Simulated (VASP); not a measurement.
# O on Co(0001): binding against coverage, part 12 of 12

Aim: adsorption energy and work function of O on Co(0001) from low coverage to a full layer.

VASP 6.6.1, plane waves and PAW; the level of theory is named at each step.

Still holding for the runs below: The magnetic state follows from one typed start and may not be the lowest.

So far. Step 21 (The vacuum level with the adsorbate, coverage 2/9 …): The vacuum level lies 5.50 eV above the Fermi level at the upper face; the two faces differ by 0.48 eV, the step that the slab's dipole of 0.128 e·Å makes.

## (22) Relaxing the adsorbate, coverage 3/9, k-mesh 6×6×1

Level of this step: PBE, spin-polarised from a ferromagnetic start; plane waves and PAW (Co, O) (VASP).

System of this step: Co9O (Co(0001)). The cell holds 30 atoms: 27 Co and 3 O. Its edges and angles: a = 7.468 Å, b = 7.468 Å, c = 19.028 Å, α = 90.0°, β = 90.0°, γ = 60.0°. It derives from Co. 3 O over hcp sites of a 3 x 3 cell of Co(0001). Vacuum lies along c.

File INCAR:

```
SYSTEM = Co9O
PREC = Normal
ENCUT = 440
EDIFF = 1E-05
NELM = 120
ISMEAR = 1
SIGMA = 0.15
LREAL = Auto
ALGO = Fast
GGA = PE
NBANDS = 184
ISPIN = 2
MAGMOM = 2 2 2 2 2 2 2 2 2 2 2 2 2 2 2 2 2 2 2 2 2 2 2 2 2 2 2 0 0 0
LASPH = .TRUE.
LMAXMIX = 4
LORBIT = 11
LWAVE = .FALSE.
LCHARG = .FALSE.
KPAR = 4
NCORE = 2
IBRION = 2
NSW = 45
ISIF = 2
EDIFFG = -0.03
POTIM = 0.4
MAXMIX = 40
IDIPOL = 3
LDIPOL = .TRUE.
DIPOL = 0.5 0.5 0.514
```

File POSCAR:

```
Co9O
1.0
    7.4676653556      0.0000000000      0.0000000000
    3.7338326778      6.4671879049      0.0000000000
    0.0000000000      0.0000000000     19.0280846307
Co O
27 3
Selective dynamics
Direct
    0.0000000000      0.0000000000      0.3941542300  F F F
    0.3333333300      0.0000000000      0.3941542300  F F F
    0.6666666700      0.0000000000      0.3941542300  F F F
    0.0000000000      0.3333333300      0.3941542300  F F F
    0.3333333300      0.3333333300      0.3941542300  F F F
    0.6666666700      0.3333333300      0.3941542300  F F F
    0.0000000000      0.6666666700      0.3941542300  F F F
    0.3333333300      0.6666666700      0.3941542300  F F F
    0.6666666700      0.6666666700      0.3941542300  F F F
    0.8888888900      0.2222222200      0.4980012600  T T T
    0.2222222200      0.2222222200      0.4980012600  T T T
    0.5555555600      0.2222222200      0.4980012600  T T T
    0.8888888900      0.5555555600      0.4980012600  T T T
    0.2222222200      0.5555555600      0.4980012600  T T T
    0.5555555600      0.5555555600      0.4980012600  T T T
    0.8888888900      0.8888888900      0.4980012600  T T T
    0.2222222200      0.8888888900      0.4980012600  T T T
    0.5555555600      0.8888888900      0.4980012600  T T T
    0.0000000000      0.0000000000      0.6019300000  T T T
    0.3333333300      0.0000000000      0.6019300000  T T T
    0.6666666700      0.0000000000      0.6019300000  T T T
    0.0000000000      0.3333333300      0.6019300000  T T T
    0.3333333300      0.3333333300      0.6019300000  T T T
    0.6666666700      0.3333333300      0.6019300000  T T T
    0.0000000000      0.6666666700      0.6019300000  T T T
    0.3333333300      0.6666666700      0.6019300000  T T T
    0.6666666700      0.6666666700      0.6019300000  T T T
    0.2222222200      0.2222222200      0.6623669800  T T T
    0.5555555600      0.5555555600      0.6623669800  T T T
    0.8888888900      0.8888888900      0.6623669800  T T T
```

File KPOINTS:

```
Automatic mesh
0
Gamma
6 6 1
0 0 0
```

PAW data sets: Co and O (PBE family, release 64).

Started as:

```console
mpirun -np 8 vasp_std
```

The program printed:

```text
[banner, memory and clock lines left out]
running    8 mpi-ranks, on    1 nodes
[...]
LDA part: xc-table for (Slater+PW92), standard interpolation
 POSCAR, INCAR and KPOINTS ok, starting setup
[...]
entering main loop
       N       E                     dE             d eps       ncg     rms          rms(c)
DAV:   1     0.209975058350E+04    0.20998E+04   -0.10151E+05  5152   0.128E+03
DAV:   2     0.527442892438E+02   -0.20470E+04   -0.19179E+04  5152   0.324E+02
DAV:   3    -0.207449666165E+03   -0.26019E+03   -0.23057E+03  6784   0.141E+02
DAV:   4    -0.231194522750E+03   -0.23745E+02   -0.22703E+02  5528   0.426E+01
[...]
RMM:  34    -0.199149957489E+03   -0.31392E-04   -0.32288E-06  2967   0.467E-03    0.815E-03
RMM:  35    -0.199149967855E+03   -0.10366E-04   -0.15300E-06  2886   0.361E-03    0.601E-03
RMM:  36    -0.199149973611E+03   -0.57563E-05   -0.69465E-07  2526   0.251E-03
   1 F= -.19914997E+03 E0= -.19914466E+03  d E =-.199150E+03  mag=    45.8242
[... from here on, the cycles between the ionic steps are left out ...]
   2 F= -.19920774E+03 E0= -.19920371E+03  d E =-.577656E-01  mag=    45.9260
   3 F= -.19921222E+03 E0= -.19920871E+03  d E =-.622502E-01  mag=    45.9631
   4 F= -.19922333E+03 E0= -.19922014E+03  d E =-.111025E-01  mag=    45.8586
   5 F= -.19922348E+03 E0= -.19922032E+03  d E =-.112594E-01  mag=    45.8436
   6 F= -.19922348E+03 E0= -.19922032E+03  d E =-.112611E-01  mag=    45.8458
   7 F= -.19922396E+03 E0= -.19922080E+03  d E =-.476765E-03  mag=    45.8453
[...]
trial-energy change:   -0.000477  1 .order   -0.000431   -0.000486   -0.000375
 step:   4.3888(harm=  4.7771)  dis= 0.00536  next Energy=  -199.224544 (dE=-0.106E-02)
 reached required accuracy - stopping structural energy minimisation
```

Elapsed: 9.1 min, on 8 MPI ranks of AMD EPYC 9R45, shared host; peak memory 6.4 GiB; 61 min of CPU time.

From OUTCAR (step 22):

```text
  Total       -4.2348559     -4.2348559      0.0877574      0.0000000      0.0000000      0.0000000
  in kB       -7.3833561     -7.3833561      0.1530026      0.0000000      0.0000000      0.0000000
  external PRESSURE =      -4.8712365 kB  Pullay stress =       0.0000000 kB

 POSITION                                       TOTAL-FORCE (eV/Angst)
 -----------------------------------------------------------------------------------
      0.00000      0.00000      7.50000         0.027840      0.016074     -0.042296
      2.48922      0.00000      7.50000        -0.000000     -0.032147     -0.042296
      4.97844      0.00000      7.50000        -0.027840      0.016074     -0.042296
      1.24461      2.15573      7.50000        -0.027840      0.016074     -0.042296
      3.73383      2.15573      7.50000         0.027840      0.016074     -0.042296
      6.22305      2.15573      7.50000        -0.000000     -0.032147     -0.042296
      2.48922      4.31146      7.50000        -0.000000     -0.032147     -0.042296
      4.97844      4.31146      7.50000        -0.027840      0.016074     -0.042296
      7.46767      4.31146      7.50000         0.027840      0.016074     -0.042296
      7.46767      1.43715      9.46795        -0.000000     -0.000000      0.020986
      2.48922      1.43715      9.44160        -0.000000     -0.000000      0.007133
      4.97844      1.43715      9.46795        -0.000000     -0.000000      0.020986
      8.71228      3.59288      9.46795        -0.000000     -0.000000      0.020986
      3.73383      3.59288      9.46795        -0.000000     -0.000000      0.020986
[...]
-----------------------------------------------------------------------------------
    total drift:                                0.000017      0.000010      0.057797

  FREE ENERGIE OF THE ION-ELECTRON SYSTEM (eV)
  ---------------------------------------------------
  free  energy   TOTEN  =      -199.2239616586 eV

  energy  without entropy=     -199.2144872637  energy(sigma->0) =     -199.22080353

 magnetization (x)
# of ion       s       p       d       tot
------------------------------------------
    1       -0.013  -0.047   1.780   1.721
    2       -0.013  -0.047   1.780   1.721
    3       -0.013  -0.047   1.780   1.721
    4       -0.013  -0.047   1.780   1.721
    5       -0.013  -0.047   1.780   1.721
    6       -0.013  -0.047   1.780   1.721
    7       -0.013  -0.047   1.780   1.721
    8       -0.013  -0.047   1.780   1.721
    9       -0.013  -0.047   1.780   1.721
   10       -0.011  -0.056   1.718   1.651
   11       -0.019  -0.055   1.800   1.725
   12       -0.011  -0.056   1.718   1.651
   13       -0.011  -0.056   1.718   1.651
[...]
--------------------------------------------------
tot         -0.304  -0.651  47.094  46.138

[... 3 parts as in an earlier step ...]

[... 1 further part left out ...]
[key lines of the parts left out:]
E-fermi :  -0.0942
```

Spin moment in the PAW sphere by element, in μB:

```csv
element,atoms,mean,spread (r.m.s.),least,largest
Co,27,1.69,0.03,1.65,1.73
O,3,0.17,0.00,0.17,0.17
```

The atoms farthest from the mean of their element:

```csv
atom,"x, y, z (Å)",spin moment in the PAW sphere (μB)
Co13,"8.71, 3.59, 9.47",1.65
Co14,"3.73, 3.59, 9.47",1.65
Co12,"4.98, 1.44, 9.47",1.65
Co10,"7.47, 1.44, 9.47",1.65
Co18,"7.47, 5.75, 9.47",1.65
Co17,"4.98, 5.75, 9.47",1.65
Co11,"2.49, 1.44, 9.44",1.73
Co16,"9.96, 5.75, 9.44",1.73
```

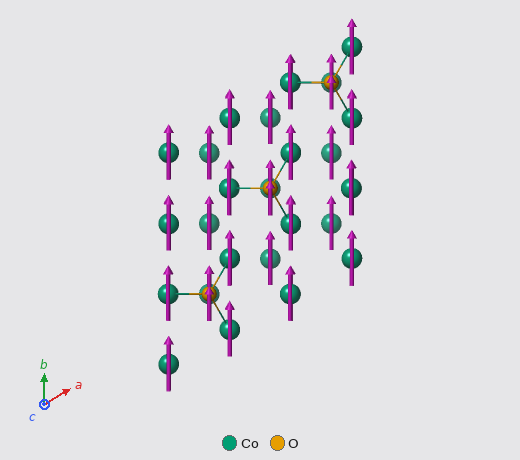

Spin moment in the PAW sphere as arrows, the longest 1.73 μB. Up and down stand for the sign. Arrows give size and sign along the axis of quantisation, drawn up and down the page. Each arrow also spans its atom, so small moments look longer than they are. Bonds to atoms that aren't drawn are left out. Some periodic images of atoms are drawn too.

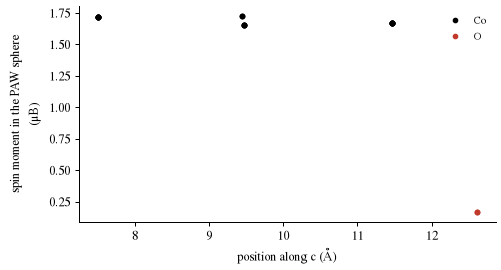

Spin moment in the PAW sphere along the cell.

The run ended after 7 ionic steps, 0.074 eV below its first step, once the forces on the free atoms met EDIFFG = -0.03.

## (23) The vacuum level with the adsorbate, coverage 3/9, k-mesh 6×6×1

INCAR, as its differences from that of step 22:

```diff
@@ -3,3 +3,3 @@
 ENCUT = 440
-EDIFF = 1E-05
+EDIFF = 1E-06
 NELM = 120
@@ -20,8 +20,2 @@
 NCORE = 2
-IBRION = 2
-NSW = 45
-ISIF = 2
-EDIFFG = -0.03
-POTIM = 0.4
-MAXMIX = 40
 IDIPOL = 3
@@ -29 +23,3 @@
 DIPOL = 0.5 0.5 0.514
+LVHAR = .TRUE.
+LVACPOTAV = .TRUE.
```

File POSCAR:

```
Co9O
1.0
    7.4676653556      0.0000000000      0.0000000000
    3.7338326778      6.4671879049      0.0000000000
    0.0000000000      0.0000000000     19.0280846307
Co O
27 3
Selective dynamics
Direct
    0.0000000000      0.0000000000      0.3941542300  F F F
    0.3333333300      0.0000000000      0.3941542300  F F F
    0.6666666700      0.0000000000      0.3941542300  F F F
    0.0000000000      0.3333333300      0.3941542300  F F F
    0.3333333300      0.3333333300      0.3941542300  F F F
    0.6666666700      0.3333333300      0.3941542300  F F F
    0.0000000000      0.6666666700      0.3941542300  F F F
    0.3333333300      0.6666666700      0.3941542300  F F F
    0.6666666700      0.6666666700      0.3941542300  F F F
    0.8888888900      0.2222222200      0.4975775792  T T T
    0.2222222200      0.2222222200      0.4961930715  T T T
    0.5555555600      0.2222222200      0.4975775792  T T T
    0.8888888900      0.5555555600      0.4975775792  T T T
    0.2222222200      0.5555555600      0.4975775792  T T T
    0.5555555600      0.5555555600      0.4961930715  T T T
    0.8888888900      0.8888888900      0.4961930715  T T T
    0.2222222200      0.8888888900      0.4975775792  T T T
    0.5555555600      0.8888888900      0.4975775792  T T T
    0.0015781381      0.0015781381      0.6028336353  T T T
    0.3349114681      0.9968437238      0.6028336353  T T T
    0.6635103938      0.0015781381      0.6028336353  T T T
    0.9968437238      0.3349114681      0.6028336353  T T T
    0.3349114681      0.3349114681      0.6028336353  T T T
    0.6682448081      0.3301770538      0.6028336353  T T T
    0.0015781381      0.6635103938      0.6028336353  T T T
    0.3301770538      0.6682448081      0.6028336353  T T T
    0.6682448081      0.6682448081      0.6028336353  T T T
    0.2222222200      0.2222222200      0.6625357339  T T T
    0.5555555600      0.5555555600      0.6625357339  T T T
    0.8888888900      0.8888888900      0.6625357339  T T T
```

KPOINTS is that of step 22.

Started as:

```console
mpirun -np 8 vasp_std
```

The program printed:

```text
[... set-up lines as in an earlier step ...]
 entering main loop
       N       E                     dE             d eps       ncg     rms          rms(c)
DAV:   1     0.209766239593E+04    0.20977E+04   -0.10147E+05  5152   0.128E+03
DAV:   2     0.523801252515E+02   -0.20453E+04   -0.19162E+04  5152   0.324E+02
DAV:   3    -0.207512177464E+03   -0.25989E+03   -0.23006E+03  6768   0.141E+02
DAV:   4    -0.231280542508E+03   -0.23768E+02   -0.22766E+02  5568   0.426E+01
[...]
RMM:  40    -0.199223962526E+03   -0.13079E-05   -0.51210E-08  2753   0.712E-04    0.112E-03
RMM:  41    -0.199223964007E+03   -0.14813E-05   -0.63573E-08  2499   0.615E-04    0.124E-03
RMM:  42    -0.199223964542E+03   -0.53516E-06   -0.32259E-08  2014   0.527E-04
 [... a notice as in an earlier step ...]

   1 F= -.19922396E+03 E0= -.19922081E+03  d E =-.947437E-02  mag=    45.8452
```

Run time: 3.7 min. Hardware: 8 MPI ranks; peak memory 6 GiB.

From OUTCAR (step 23):

```text
  Total       -4.2381540     -4.2381540      0.0848515      0.0000000     -0.0000000      0.0000000
  in kB       -7.3891063     -7.3891063      0.1479363      0.0000000     -0.0000000      0.0000000
  external PRESSURE =      -4.8767588 kB  Pullay stress =       0.0000000 kB

 POSITION                                       TOTAL-FORCE (eV/Angst)
 -----------------------------------------------------------------------------------
      0.00000      0.00000      7.50000         0.027805      0.016053     -0.042337
      2.48922      0.00000      7.50000        -0.000000     -0.032106     -0.042337
      4.97844      0.00000      7.50000        -0.027805      0.016053     -0.042337
      1.24461      2.15573      7.50000        -0.027805      0.016053     -0.042337
      3.73383      2.15573      7.50000         0.027805      0.016053     -0.042337
      6.22305      2.15573      7.50000        -0.000000     -0.032106     -0.042337
      2.48922      4.31146      7.50000        -0.000000     -0.032106     -0.042337
      4.97844      4.31146      7.50000        -0.027805      0.016053     -0.042337
      7.46767      4.31146      7.50000         0.027805      0.016053     -0.042337
      7.46767      1.43715      9.46795        -0.000000      0.000000      0.021045
      2.48922      1.43715      9.44160        -0.000000      0.000000      0.006852
      4.97844      1.43715      9.46795        -0.000000      0.000000      0.021045
      8.71228      3.59288      9.46795        -0.000000      0.000000      0.021045
      3.73383      3.59288      9.46795        -0.000000      0.000000      0.021045
[...]
-----------------------------------------------------------------------------------
    total drift:                                0.000017      0.000010      0.059103

  FREE ENERGIE OF THE ION-ELECTRON SYSTEM (eV)
  ---------------------------------------------------
  free  energy   TOTEN  =      -199.2239645422 eV

  energy  without entropy=     -199.2144901726  energy(sigma->0) =     -199.22080642

[... 3 parts as in an earlier step ...]

[... 1 further part left out ...]
[key lines of the parts left out:]
E-fermi :  -0.0941
```

At the end the adsorbate's closest contact with the slab is O-Co at 1.85 Å, 1.46 Å to the side of the slab's atom, and its lowest atom lies 1.14 Å above the highest atom of the slab.

The vacuum level lies 5.83 eV above the Fermi level at the upper face; the two faces differ by 0.79 eV, the step that the slab's dipole of 0.211 e·Å makes.

VASP counts the dipole in electrons times Å, so a positive number points the physical dipole along −c.

The program found no field-free point at its default tolerance, but its printed level agrees with the flat part of the planar average.

## (24) All coverages together

This step: adsorption over the coverage, PBE; plane waves and PAW (VASP 6.6.1).

Derived from the runs above.

Four layers in the 1 x 1 and 2 x 2 cells, three in the 3 x 3 cell. Coverage series, by row:

```csv
coverage (ML),as a fraction,adsorption energy an adsorbate (eV),change of the work function (eV),height over the mean of the top layer (Å),"largest sideways move of an adsorbate, within the symmetry kept (Å)"
0.1111,1/9,-2.596,0.2876,1.173,0
0.2222,2/9,-2.527,0.5585,1.157,0
0.25,1/4,-2.67,0.5955,1.133,0
0.3333,3/9,-2.494,0.8892,1.136,0
0.5,2/4,-2.244,1.24,1.101,0.01
0.75,3/4,-1.914,1.59,1.078,0.01
1,1/1,-1.618,1.79,1.055,0
```

Each energy is the slab with adsorbates less the clean slab of the same cell, divided by their number, less -4.928 eV for half of O2.

## (25) Results

- coverage 1/9: -2.60 eV
- coverage 2/9: -2.53 eV
- coverage 1/4: -2.67 eV
- coverage 3/9: -2.49 eV
- coverage 2/4: -2.24 eV
- coverage 3/4: -1.91 eV
- coverage 1/1: -1.62 eV

**Reading.** For O on the hcp site of Co(0001) the adsorption energy is -2.60 eV an adsorbate at a coverage of 1/9 and -1.62 eV at 1/1, against half of O2. The lowest rows, within 0.03 eV, are 1/4 (-2.67 eV). The work function changes by +0.29 eV at 1/9, +0.56 eV at 2/9, +0.60 eV at 1/4, +0.89 eV at 3/9, +1.24 eV at 2/4, +1.59 eV at 3/4 and +1.79 eV at 1/1. The bare lower face drifts too, by up to 0.10 eV, a thin-slab error in these numbers. One arrangement was run at each coverage. The cells differ in sampling or projectors, and the largest has one layer fewer, which can shift the rows of one cell against another.

[Lines on the potential files, build, host, timing and source positions are cut from VASP's logs without a mark.]

[Logs are printed without paths, hosts, clocks, repeated set-up lines and the standing remarks that a program may print on its own settings, such as how far it seeks lower states.]

[Hosts, paths, dates, database ids (printed as entryN), source tags and the programs' standing remarks are cut or masked in the printed files.]

[Runs that stopped without an error message from VASP are left out.]
